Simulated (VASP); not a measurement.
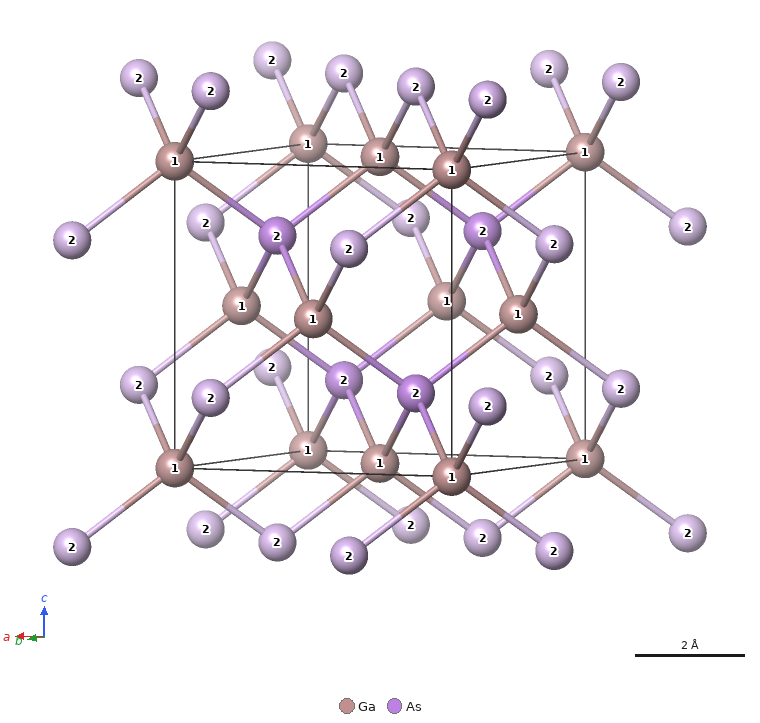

Figure 1. The input geometry (ball-and-stick view of the cell 4 times as large as that of the calculation, set on its symmetry axes, seen at an oblique angle; neighbours outside the cell are drawn fainter; atoms are numbered from 1 in the order of the input).

GaAs: geometry relaxation (part 1 of 2)

The run: geometry relaxation of GaAs (F-43m, 2 atoms in the cell). Method and program: Kohn-Sham DFT of a periodic cell, PBEsol, VASP PAW PBE potentials, recommended, no spin polarisation (VASP 6.6.1).

The structure derives from an entry of the Crystallography Open Database.

INCAR
```
SYSTEM = GaAs
ALGO = Normal ; EDIFF = 1E-6
EDIFFG = -0.01 ; ENCUT = 600
GGA = PS ; IBRION = 2
ISIF = 3 ; ISMEAR = 0
LASPH = .TRUE. ; LCHARG = .FALSE.
LREAL = .FALSE. ; LWAVE = .FALSE.
NELM = 80 ; NSW = 90
PREC = Accurate ; SIGMA = 0.03
```

KPOINTS
```
k-points
0
G
  10 10 10
  0 0 0
```

POSCAR
```
GaAs
1.0
    0.0000000000      2.8268500000      2.8268500000
    2.8268500000      0.0000000000      2.8268500000
    2.8268500000      2.8268500000      0.0000000000
Ga As
1 1
Direct
    0.0000000000      0.0000000000      0.0000000000
    0.2500000000      0.2500000000      0.2500000000
```

Launched with:
```bash
cat potpaw_PBE.64/Ga_d/POTCAR potpaw_PBE.64/As/POTCAR > POTCAR
mpirun -np 1 vasp_std > vasp.out
```

OSZICAR
```
N       E                     dE             d eps       ncg     rms          rms(c)
DAV:   1     0.833888450575E+02    0.83389E+02   -0.98374E+03  1230   0.205E+03
DAV:   2    -0.248874474408E+01   -0.85878E+02   -0.82845E+02  1323   0.347E+02
DAV:   3    -0.917122822221E+01   -0.66825E+01   -0.66232E+01  1557   0.778E+01
DAV:   4    -0.928856342868E+01   -0.11734E+00   -0.11728E+00  1381   0.113E+01
DAV:   5    -0.929057456181E+01   -0.20111E-02   -0.20111E-02  1533   0.128E+00    0.294E+00
DAV:   6    -0.912456627256E+01    0.16601E+00   -0.27629E-01  1900   0.114E+01    0.174E+00
DAV:   7    -0.909279370290E+01    0.31773E-01   -0.69227E-02  1804   0.248E+00    0.535E-01
DAV:   8    -0.909100844200E+01    0.17853E-02   -0.96471E-03  1417   0.138E+00    0.100E-01
DAV:   9    -0.909117187829E+01   -0.16344E-03   -0.78798E-04  1560   0.396E-01    0.445E-02
DAV:  10    -0.909119880596E+01   -0.26928E-04   -0.54601E-05  1673   0.828E-02    0.240E-02
DAV:  11    -0.909121938082E+01   -0.20575E-04   -0.26064E-05  1367   0.574E-02    0.221E-03
DAV:  12    -0.909121941991E+01   -0.39096E-07   -0.74804E-07   996   0.152E-02
   1 F= -.90912194E+01 E0= -.90912194E+01  d E =-.909122E+01
       N       E                     dE             d eps       ncg     rms          rms(c)
DAV:   1    -0.909831442766E+01   -0.70950E-02   -0.93903E-02  1587   0.637E+00    0.477E-01
DAV:   2    -0.909292846621E+01    0.53860E-02   -0.98616E-03  1527   0.237E+00    0.219E-01
DAV:   3    -0.909156309355E+01    0.13654E-02   -0.17372E-03  1607   0.867E-01    0.474E-02
DAV:   4    -0.909143756868E+01    0.12552E-03   -0.15851E-04  1426   0.202E-01    0.163E-02
DAV:   5    -0.909141957430E+01    0.17994E-04   -0.10679E-05  1534   0.499E-02    0.416E-03
DAV:   6    -0.909141904609E+01    0.52821E-06   -0.99315E-07   636   0.177E-02
   2 F= -.90914190E+01 E0= -.90914190E+01  d E =-.199626E-03
       N       E                     dE             d eps       ncg     rms          rms(c)
DAV:   1    -0.909199317494E+01   -0.57360E-03   -0.72687E-03  1582   0.175E+00    0.134E-01
DAV:   2    -0.909156862117E+01    0.42455E-03   -0.78910E-04  1522   0.689E-01    0.613E-02
DAV:   3    -0.909146299406E+01    0.10563E-03   -0.13105E-04  1602   0.237E-01    0.136E-02
DAV:   4    -0.909145350108E+01    0.94930E-05   -0.12023E-05  1431   0.541E-02    0.461E-03
DAV:   5    -0.909145225390E+01    0.12472E-05   -0.74591E-07   611   0.141E-02    0.965E-04
DAV:   6    -0.909145224988E+01    0.40231E-08   -0.15676E-07   611   0.604E-03
   3 F= -.90914522E+01 E0= -.90914522E+01  d E =-.232830E-03
```

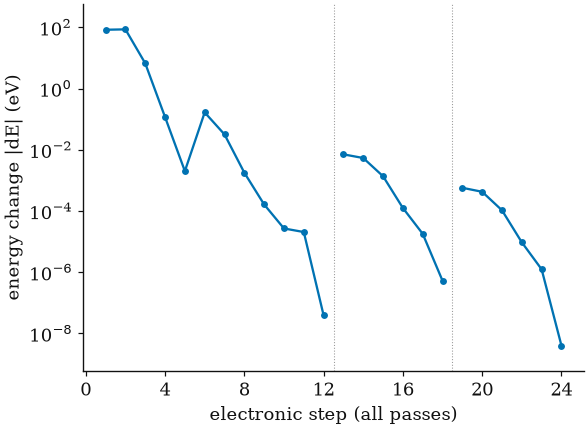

Figure 2. Convergence of the self-consistent field: energy change |dE| against the electronic step. Each stretch between dotted lines is the SCF of one geometry step of a relaxation. The 3 ionic steps take 6 to 12 electronic steps each. The density is held fixed in the first few steps, and dE rises again when its update begins.

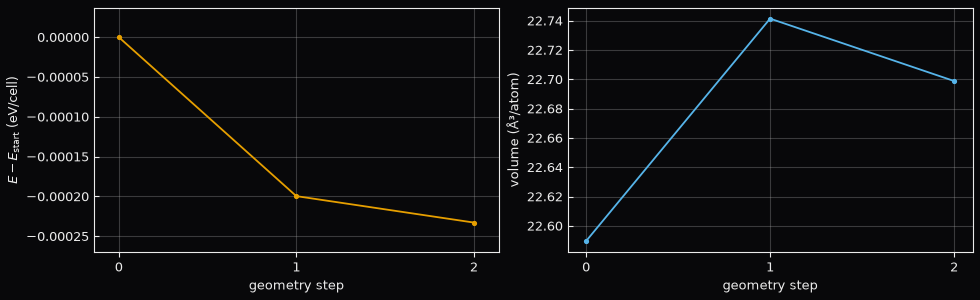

Figure 3. Progress of the relaxation, step by step (steps are counted from 0). Over 2 geometry steps the energy falls by 0.2 meV per cell of the calculation. All forces vanish by symmetry, so only the cell relaxes. No atom moves by more than 0.005 Å relative to the cell. Cell: a = b = c 5.654 → 5.663 Å (+0.2 %). Volume +0.5 %. The space group stays F-43m (No. 216).

Parts of OUTCAR
```
SYSTEM = GaAs
   EDIFF = 1E-6
   EDIFFG = -0.01
   ENCUT = 600
   GGA = PS
   IBRION = 2
   ISIF = 3
   ISMEAR = 0
   LASPH = .TRUE.
   LREAL = .FALSE.
   NELM = 80
   NSW = 90
   PREC = Accurate

 ion  position               nearest neighbor table
   1  0.000  0.000  0.000-   2 2.45   2 2.45   2 2.45   2 2.45
   2  0.250  0.250  0.250-   1 2.45   1 2.45   1 2.45   1 2.45

  LATTYP: Found a face centered cubic cell.
 ALAT       =     5.6537000000

  Lattice vectors:

 A1 = (   0.0000000000,   2.8268500000,   2.8268500000)
 A2 = (   2.8268500000,   0.0000000000,   2.8268500000)
 A3 = (   2.8268500000,   2.8268500000,   0.0000000000)

Analysis of symmetry for initial positions (statically):
=====================================================================
 Subroutine PRICEL returns:
 Original cell was already a primitive cell.

 Routine SETGRP: Setting up the symmetry group for a
 face centered cubic supercell.

 Subroutine GETGRP returns: Found 24 space group operations
 (whereof 24 operations were pure point group operations)
 out of a pool of 48 trial point group operations.

The static configuration has the point symmetry T_d .

Analysis of symmetry for dynamics (positions and initial velocities):
=====================================================================
 Subroutine PRICEL returns:
 Original cell was already a primitive cell.

 Routine SETGRP: Setting up the symmetry group for a
 face centered cubic supercell.

 Subroutine GETGRP returns: Found 24 space group operations
 (whereof 24 operations were pure point group operations)
 out of a pool of 48 trial point group operations.

The dynamic configuration has the point symmetry T_d .

 Subroutine INISYM returns: Found 24 space group operations
 (whereof 24 operations are pure point group operations),
 and found     1 'primitive' translations

----------------------------------------------------------------------------------------

                                     Primitive cell

  volume of cell :      45.1792

  direct lattice vectors                    reciprocal lattice vectors
     0.000000000  2.826850000  2.826850000    -0.176875321  0.176875321  0.176875321
     2.826850000  0.000000000  2.826850000     0.176875321 -0.176875321  0.176875321
     2.826850000  2.826850000  0.000000000     0.176875321  0.176875321 -0.176875321

  length of vectors
     3.997769609  3.997769609  3.997769609     0.306357042  0.306357042  0.306357042

  position of ions in fractional coordinates (direct lattice)
     0.000000000  0.000000000  0.000000000
     0.250000000  0.250000000  0.250000000

  ion indices of the primitive-cell ions
   primitive index   ion index
                 1           1
                 2           2

----------------------------------------------------------------------------------------

 KPOINTS: k-points

Automatic generation of k-mesh.
 Grid dimensions read from file:
 generate k-points for:   10   10   10

 Generating k-lattice:

  Cartesian coordinates                     Fractional coordinates (reciprocal lattice)
    -0.017687532  0.017687532  0.017687532     0.100000000  0.000000000  0.000000000
     0.017687532 -0.017687532  0.017687532     0.000000000  0.100000000  0.000000000
     0.017687532  0.017687532 -0.017687532     0.000000000  0.000000000  0.100000000

  Length of vectors
     0.030635704  0.030635704  0.030635704

  Shift w.r.t. Gamma in fractional coordinates (k-lattice)
     0.000000000  0.000000000  0.000000000

 Subroutine IBZKPT returns following result:
 ===========================================

 Found     47 irreducible k-points:

 Following reciprocal coordinates:
            Coordinates               Weight
  0.000000  0.000000  0.000000      1.000000
  0.100000  0.000000  0.000000      8.000000
  0.200000  0.000000  0.000000      8.000000
  0.300000  0.000000  0.000000      8.000000
  0.400000  0.000000  0.000000      8.000000
  0.500000  0.000000  0.000000      4.000000
  0.100000  0.100000  0.000000      6.000000
  0.200000  0.100000  0.000000     24.000000
  0.300000  0.100000  0.000000     24.000000
  0.400000  0.100000  0.000000     24.000000
  0.500000  0.100000  0.000000     24.000000
 -0.400000  0.100000  0.000000     24.000000
 -0.300000  0.100000  0.000000     24.000000
 -0.200000  0.100000  0.000000     24.000000
 -0.100000  0.100000  0.000000     12.000000
  0.200000  0.200000  0.000000      6.000000
  0.300000  0.200000  0.000000     24.000000
  0.400000  0.200000  0.000000     24.000000
  0.500000  0.200000  0.000000     24.000000
 -0.400000  0.200000  0.000000     24.000000
 -0.300000  0.200000  0.000000     24.000000
 -0.200000  0.200000  0.000000     12.000000
  0.300000  0.300000  0.000000      6.000000
  0.400000  0.300000  0.000000     24.000000
 [... further k-points ...]
   k-points           NKPTS =     47   k-points in BZ     NKDIM =     47   number of bands    NBANDS=     13
   number of dos      NEDOS =    301   number of ions     NIONS =      2
   total plane-waves  NPLWV =  32768
   dimension x,y,z NGX =    32 NGY =   32 NGZ =   32
   dimension x,y,z NGXF=    64 NGYF=   64 NGZF=   64
   ions per type =               1   1
   NGX,Y,Z   is equivalent  to a cutoff of  13.31, 13.31, 13.31 a.u.
   NGXF,Y,Z  is equivalent  to a cutoff of  26.61, 26.61, 26.61 a.u.
 SYSTEM =  GaAs
   PREC   = accura    normal or accurate (medium, high low for compatibility)
   ISTART =      0    job   : 0-new  1-cont  2-samecut
   ICHARG =      2    charge: 1-file 2-atom 10-const
   ISPIN  =      1    spin polarized calculation?
   LNONCOLLINEAR =      F non collinear calculations
   LSORBIT =      F    spin-orbit coupling
   LASPH  =      T    aspherical Exc in radial PAW
   ENCUT  =  600.0 eV  44.10 Ry    6.64 a.u.   7.98  7.98  7.98*2*pi/ulx,y,z
   NELM   =     80;   NELMIN=  2; NELMDL= -5     # of ELM steps
   EDIFF  = 0.1E-05   stopping-criterion for ELM
   LREAL  =      F    real-space projection
   EDIFFG = -.1E-01   stopping-criterion for IOM
   NSW    =     90    number of steps for IOM
   IBRION =      2    ionic relax: 0-MD 1-quasi-New 2-CG
   NFREE  =      1    steps in history (QN), initial steepest desc. (CG)
   ISIF   =      3    stress and relaxation
   ISYM   =      2    0-nonsym 1-usesym 2-fastsym
   POTIM  = 0.5000    time-step for ionic-motion
   TEBEG  =    0.0;   TEEND  =   0.0 temperature during run
   PSTRESS=    0.0 pullay stress
   NELECT =      18.0000    total number of electrons
   NUPDOWN=      -1.0000    fix difference up-down
   EMIN   =  10.00;   EMAX   =-10.00  energy-range for DOS
   EFERMI =   0.00;   METHOD = LEGACY
   ISMEAR =     0;   SIGMA  =   0.03  broadening in eV -4-tet -1-fermi 0-gaus
   EFERMI_NEDOS =   21; number of points for ismear=-14 and -15
   IALGO  =     38    algorithm
   IMIX   =      4    mixing-type and parameters
     AMIX     =   0.40;   BMIX     =  1.00
     AMIX_MAG =   1.60;   BMIX_MAG =  1.00
  volume/ion in A,a.u.               =      22.59       152.44
  Fermi-wavevector in a.u.,A,eV,Ry     =   1.204628  2.276417 19.743799  1.451128
  Thomas-Fermi vector in A             =   2.340347
   LORBIT       =      0    0 simple, 1 ext, 2 COOP (PROOUT), +10 PAW based schemes
   GGA     = PS    functional components
   LHFCALC =     F    Hartree Fock is set to
   AEXX    =    0.0000 exact exchange contribution
   IVDW    =     0    specifies the selected vdW correction
   LEPSILON=     F    determine dielectric tensor
   LRPA    =     F    only Hartree local field effects (RPA)
 conjugate gradient relaxation of ions
 non-spin polarized calculation
 Gauss-broadening in eV      SIGMA  =   0.03
  energy-cutoff  :      600.00
  volume of cell :       45.18
 maximum number of plane-waves:      1524
   NGX = 15   NGY = 15   NGZ = 15
```
